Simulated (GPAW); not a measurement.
**zigzag Co chain, bond 2.185 A: anisotropy with GPAW**

Aim: the anisotropy of zigzag Co chain, bond 2.185 A from the Kohn–Sham states of one collinear run.

Method: LDA; plane waves with GPAW's PAW setups, scalar-relativistic, in GPAW 26.7.0.

## 1. The structure

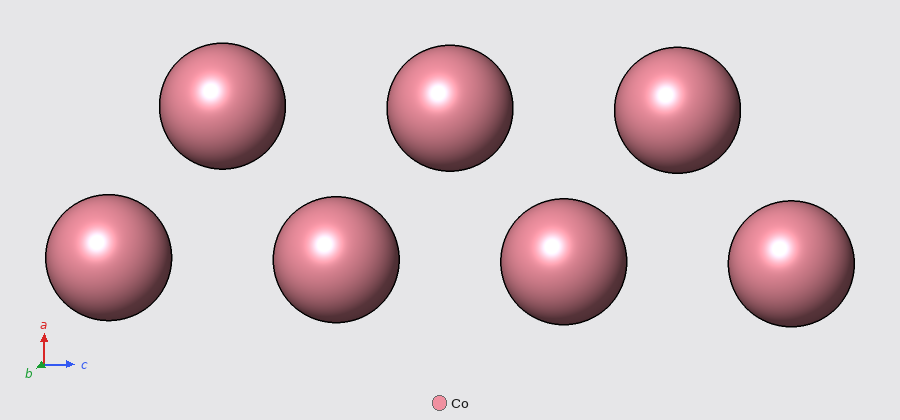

Start, viewed from the side, with the c axis across the page; cobalt pink. 1×1×3 cells are drawn. Some periodic images of atoms are drawn too.

The cell holds 2 atoms: 2 Co. Its edges and angles: a = 12.000 Å, b = 12.000 Å, c = 2.622 Å, α = 90.0°, β = 90.0°, γ = 90.0°. model lattice. Vacuum lies along a and b. The structure's axis is c.

As a file:

```
Co
1.0
    12.00000    0.00000    0.00000
     0.00000   12.00000    0.00000
     0.00000    0.00000    2.62200
Co
2
Direct
  0.42717 0.50000 0.00000
  0.57283 0.50000 0.50000
```

## 2. Self-consistent state

All later steps read the density of this run.

order1.py reads:

```python
import json
import numpy as np
from ase import Atoms
from ase.parallel import paropen, parprint
from gpaw import GPAW

atoms = Atoms(['Co', 'Co'],
    cell=[[12.0, 0.0, 0.0],
         [0.0, 12.0, 0.0],
         [0.0, 0.0, 2.622]],
    scaled_positions=[[0.42716667, 0.5, 0.0],
         [0.57283333, 0.5, 0.5]],
    pbc=True,
    magmoms=[2.0, 2.0])
atoms.calc = GPAW(mode={'name': 'pw', 'ecut': 550},
    xc='LDA',
    kpts={'size': (1, 1, 10), 'gamma': True},
    occupations={'name': 'fermi-dirac', 'width': 0.05},
    convergence={'density': 1e-05, 'energy': 1e-05},
    maxiter=200,
    symmetry={'tolerance': 1e-4},
    txt='order1.txt')
e = atoms.get_potential_energy(force_consistent=True)
res = {'free_energy': e, 'energy_sigma0': atoms.get_potential_energy(), 'fermi_energy': atoms.calc.get_fermi_level()}
res['moments'] = atoms.get_magnetic_moments().tolist()
res['total'] = atoms.get_magnetic_moment()
parprint('site moments (muB):', np.round(res['moments'], 3))
parprint(f"total moment: {res['total']:.3f} muB")
parprint(f'free energy: {e:.6f} eV')
atoms.calc.write('order1.gpw')
with paropen('results.json', 'w') as f:
    json.dump(res, f)
```

Run with:

```console
$ OMP_NUM_THREADS=1 python3 order1.py > order1.log
```

What it wrote:

```text
site moments (muB): [1.984 1.984]
total moment: 4.399 muB
free energy: -12.698665 eV

--- order1.txt ---
Input parameters:
  mode=PW(ecut=550),
  convergence={'density': 1e-05, 'energy': 1e-05},
  kpts=MonkhorstPack(size=(1, 1, 10), gamma=True),
  maxiter=200,
  occupations=Occupations(name='fermi-dirac', width=0.05),
  symmetry=Symmetry(tolerance=0.0001),
  xc=XC(name='LDA')

Diagonalizing LCAO Hamiltonian
Converting LCAO to pw mode
        .----------------------------.
       /|                            |
      / |                            |
     /  .----------------------------.
    /  /                            /
   /  /              Co            /
  /  /                            /
 *  /            Co              /
 | /                            /
 |/                            /
 *----------------------------*

Atoms  # Å, Bohr magnetons
|   | symbol |        x |        y |        z |    initial magnetic moments |
|---|--------|----------|----------|----------|-----------------------------|
| 0 |     Co | 5.126000 | 6.000000 | 0.000000 | ( 0.0000,  0.0000,  2.0000) |
| 1 |     Co | 6.874000 | 6.000000 | 1.311000 | ( 0.0000,  0.0000,  2.0000) |

Unit cell  # Å
| periodic |         x |         y |        z |   lengths |    angles |
|----------|-----------|-----------|----------|-----------|-----------|
|      yes | 12.000000 |  0.000000 | 0.000000 | 12.000000 | 90.000000 |
|      yes |  0.000000 | 12.000000 | 0.000000 | 12.000000 | 90.000000 |
|      yes |  0.000000 |  0.000000 | 2.622000 |  2.622000 | 90.000000 |

Number of symmetries: 4

BZ-sampling:
  Number of BZ points: 10
  Number of IBZ points: 6

  Monkhorst-Pack size: [1, 1, 10]
  Monkhorst-Pack shift: [0.0, 0.0, 0.05]

Plane wave coefficients: 11106
Cutoff: 550.0 eV

Spin-components: 2 (collinear spins)
Bands:           18
Projectors:      12
Spin-degeneracy: 1
Datatype:        complex128

Parallelization:
  kpt:    1
  domain: 1
  band:   1

Density:
  Valence electrons: 18.0
  Components: 2
  Grid points: [70 70 15]
  Charge: 0.0  # |e|

Potential:
  Grid points: [70 70 15]

[... setups left out ...]
Reference energy: -75676.533408  # eV

eigensolver:
  PPCG
  Converge bands: occupied
  niter=2

density mixing:
  MSR1-Mixer
  Pratt-step length: 0.05
  Maximum mixing coefficient: 0.75
  Old densities: 10
  SVD Regularization: 0.005
  Good broyden scale: 1.0
  Trust region scale: 1.0
  Backstep threshold: 4.0
  History deletion threshold: 6.0
  Fourier metric: weight=20.0, sigma=0.015

occupation numbers:
  Fermi-Dirac:
    width: 0.0500  # eV

poisson solver:
  ecut: 4400.0  # eV

xc functional:
  name: None

convergence criteria:
- Maximum integral of absolute [dens]ity change: 1e-05 electrons / valence electron
- Maximum [total energy] change in last 3 cyles: 1e-05 eV / valence electron
- Maximum integral of absolute [eigenst]ate change: 4e-08 eV^2 / valence electron
maximum number of iterations: 200

SCF iterations
|iter     |      energy | eigst |  dens |  magmom |
|---------|-------------|-------|-------|---------|
|iter:   1|       0s |  -15.070899 | +0.52 |       |  +4.0056|
|iter:   2|       1s |  -14.252852 | -0.88 | -0.69 |  +3.9753|
|iter:   3|       2s |  -12.749060 | -0.01 | -0.76 |  +3.7778|
|iter:   4|       4s |  -12.642567 | -0.89 | -0.99 |  +3.9323|
|iter:   5|       5s |  -12.735861 | -1.29 | -1.25 |  +4.0887|
|iter:   6|       6s |  -12.663969 | -1.86 | -0.96 |  +4.0778|
|iter:   7|       8s |  -12.666422 | -1.59 | -1.29 |  +4.2210|
|iter:   8|       9s |  -12.661391 | -2.13 | -1.57 |  +4.3994|
|iter:   9|      10s |  -12.660736 | -3.42 | -2.05 |  +4.3612|
|iter:  10|      12s |  -12.661309 | -4.01 | -2.31 |  +4.3928|
|iter:  11|      13s |  -12.661330 | -4.79 | -2.60 |  +4.3991|
|iter:  12|      14s |  -12.661340c| -5.23 | -3.06 |  +4.4000|
|iter:  13|      15s |  -12.661352c| -5.97 | -3.40 |  +4.3994|
|iter:  14|      17s |  -12.661352c| -6.68 | -3.89 |  +4.3991|
|iter:  15|      18s |  -12.661351c| -7.25 | -4.28 |  +4.3993|
|iter:  16|      19s |  -12.661351c| -7.82c| -4.70 |  +4.3993|
|iter:  17|      20s |  -12.661351c| -7.78c| -4.60 |  +4.3993|
|iter:  18|      20s |  -12.661351c| -8.39c| -5.05c|  +4.3993|

Converged in 18 steps
Energy contributions relative to reference atoms: (reference = -75676.533408)

Energy contributions:
  Kinetic:          25.640536
  Coulomb:         -21.014815
  Zero:             -0.097070
  External:          0.000000
  Xc:              -17.152687
  Entropy:          -0.074629
  Spinorbit:         0.000000
  ----------------------------
  Free energy:     -12.698665
  Extrapolated:    -12.661351

dipole moment: (-0.000010, -0.000010, -7.054102)  # |e|*Ang

Total magnetic moment: (0.000000, 0.000000, 4.399287)

Local magnetic moments
|        x |        y |        z |
|----------|----------|----------|
| 0.000000 | 0.000000 | 1.984301 |  # Co   0
| 0.000000 | 0.000000 | 1.984300 |  # Co   1

Fermi level: -3.447
Eigenvalues  # (at kpt = [0.000, 0.000, 0.000])
| band index |      eig [eV] | occ [0-1] |      eig [eV] | occ [0-1] |
|------------|---------------|-----------|---------------|-----------|
|          0 |        -8.580 |     1.000 |        -7.986 |     1.000 |
|        ... |               |           |               |           |
|          2 |        -6.727 |     1.000 |        -5.049 |     1.000 |
|          3 |        -6.448 |     1.000 |        -4.711 |     1.000 |
|          4 |        -6.165 |     1.000 |        -4.627 |     1.000 |
|          5 |        -5.444 |     1.000 |        -3.473 |     0.630 |
|          6 |        -5.404 |     1.000 |        -3.469 |     0.613 |
|          7 |        -5.337 |     1.000 |        -3.438 |     0.457 |
|          8 |        -5.312 |     1.000 |        -3.417 |     0.357 |
|          9 |        -4.863 |     1.000 |        -3.317 |     0.069 |
|         10 |        -4.193 |     1.000 |        -2.805 |     0.000 |
|         11 |        -4.072 |     1.000 |        -2.117 |     0.000 |
|         12 |        -2.473 |     0.000 |        -2.086 |     0.000 |
|         13 |        -1.219 |     0.000 |        -0.786 |     0.000 |
|         14 |         0.533 |     0.000 |         0.826 |     0.000 |
|         15 |         0.745 |     0.000 |         0.898 |     0.000 |
|         16 |         1.416 |     0.000 |         1.494 |     0.000 |
|         17 |         1.596 |     0.000 |         1.663 |     0.000 |

No gap
No difference between direct/indirect transitions
```

The job ended after 24 s (1 MPI rank of AMD EPYC 9R45, shared host; peak memory 0.35 GiB).

Spin moment in the augmentation sphere by atom:

| atom | spin moment in the augmentation sphere (μB) |
| --- | --- |
| Co1 | 1.98 |
| Co2 | 1.98 |

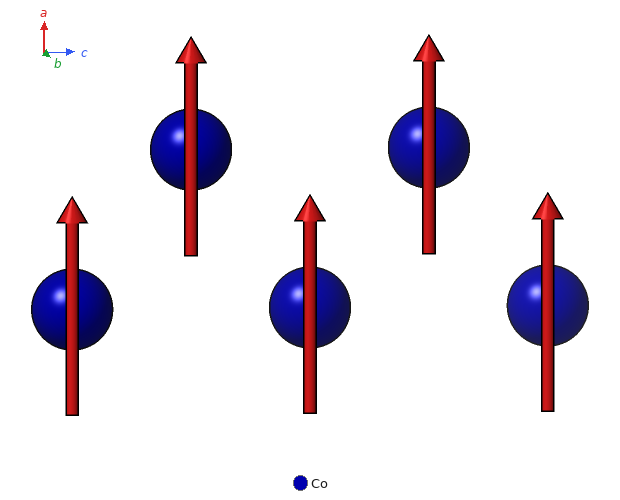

Spin moment in the augmentation sphere as arrows, the longest 1.98 μB. Up and down stand for the sign. Arrows give size and sign along the axis of quantisation, drawn up and down the page. 1×1×2 cells are drawn. Some periodic images of atoms are drawn too.

Read from the output:

```yaml
magnetization: 4.399 μB
final_state: ferromagnetic
```

After 18 cycles the largest moment stands at 1.98 μB.

## 3. Non-self-consistent run

The steps that follow sum over empty states, which the ground-state run does not converge; 24 states a spin are converged here at the frozen density and written with their wave functions.

It starts from the saved density of the lowest of the states tried.

nscf.py reads:

```python
from gpaw import GPAW

calc = GPAW('order1.gpw').fixed_density(
    kpts={'size': (1, 1, 10), 'gamma': True},
    nbands=28,
    convergence={'bands': 24, 'eigenstates': 1e-9},
    eigensolver='ppcg',
    parallel={'domain': 1},
    txt='nscf.txt')
calc.write('nscf.gpw', mode='all')
```

Run with:

```console
$ OMP_NUM_THREADS=1 python3 nscf.py > nscf.log
```

What it wrote:

```text
Input parameters:
  mode=PW(ecut=550),
  convergence={'bands': 24, 'eigenstates': 1e-09},
  eigensolver=PPCG(niter=2, min_niter=1, max_buffer_mem=209715200, blocksize=None, rr_modulo=5, include_cg=True, promote_inner_dtype=False, tolerances=None),
  gpts=array([70, 70, 15]),
  kpts=MonkhorstPack(size=(1, 1, 10), gamma=True),
  maxiter=200,
  nbands=28,
  occupations=Occupations(name='fermi-dirac', width=0.05),
  parallel={'domain': 1},
  symmetry=Symmetry(tolerance=0.0001),
  xc=XC(name='LDA')
```

Elapsed: 35 s, on 1 MPI rank; peak memory 0.41 GiB.

## 4. Energy against the direction of the moments

Spin–orbit coupling is added in the basis of the saved states for each direction of the moments. The change in the band energy is the anisotropy energy, with no new self-consistent run.

anisotropy.py reads:

```python
import json
import numpy as np
from ase.parallel import paropen, parprint
from gpaw import GPAW
from gpaw.spinorbit import soc_eigenstates

calc = GPAW('nscf.gpw')
angles = [[0.0, 0.0], [90.0, 0.0], [90.0, 90.0], [45.0, 0.0]]  # theta, phi in degrees
res = {'rows': []}
for scale in [1.0]:
    e0 = None
    for theta, phi in angles:
        soc = soc_eigenstates(calc, n2=24, scale=scale, theta=theta, phi=phi)
        e = soc.calculate_band_energy()
        e0 = e if e0 is None else e0
        orbital = soc.get_orbital_magnetic_moments()
        res['rows'].append([scale, theta, phi, 1000 * (e - e0), orbital.tolist()])
        parprint(f'scale {scale} theta {theta:6.1f} phi {phi:6.1f}  dE = {1000 * (e - e0):9.4f} meV  |L| =', np.round(np.linalg.norm(orbital, axis=1), 4))
with paropen('results.json', 'w') as f:
    json.dump(res, f)
```

Run with:

```console
$ OMP_NUM_THREADS=1 python3 anisotropy.py > anisotropy.log
```

What it wrote:

```text
scale 1.0 theta    0.0 phi    0.0  dE =    0.0000 meV  |L| = [0.2478 0.2478]
scale 1.0 theta   90.0 phi    0.0  dE =   -0.2206 meV  |L| = [0.2502 0.2502]
scale 1.0 theta   90.0 phi   90.0  dE =    6.1650 meV  |L| = [0.1084 0.1084]
scale 1.0 theta   45.0 phi    0.0  dE =   -0.1910 meV  |L| = [0.2502 0.2502]
```

Wall time 2 s (1 MPI rank); peak memory 0.21 GiB.

Directions, in the order of the table: z (the chain axis); x; y; 0.50 of the way from z (the chain axis) to x.

Theta from the Cartesian z axis, phi from x; spin up lies along the direction. Anisotropy, by row:

| spin-orbit scale | theta (degrees) | phi (degrees) | band energy less the first direction's (meV a cell) | orbital moment of atom 1 along the direction (μB) | sum of orbital moments along the direction (μB a cell) |
| --- | --- | --- | --- | --- | --- |
| 1 | 0 | 0 | 0 | 0.2478 | 0.4957 |
| 1 | 90 | 0 | -0.2206 | 0.2502 | 0.5004 |
| 1 | 90 | 90 | 6.165 | 0.1084 | 0.2168 |
| 1 | 45 | 0 | -0.191 | 0.2502 | 0.5004 |

## 5. Outcome

- state: ferromagnetic
- largest site moment: 1.98 μB
- spread of the directions' energies: 6.39 meV a cell
- easiest direction tried: x

In words: About the ferromagnetic state the directions differ by 6.39 meV a cell, with x easiest. The anisotropy comes from the force theorem at a frozen potential; it needs a check on a finer mesh, and shape anisotropy is not in it.

[Logs and program files are shortened in this print: banners, set-up blocks, solver, clock and traceback lines can be left out without a mark of their own.]

[Logs are printed without paths, hosts, clocks, repeated set-up lines and the standing remarks that a program may print on its own settings, such as how far it seeks lower states.]

[Hosts, paths, dates, database ids (printed as entryN), source tags and the programs' standing remarks are cut or masked in the printed files.]

[Where a cell is said to come from a database of computed structures, the database is the Materials Project.]
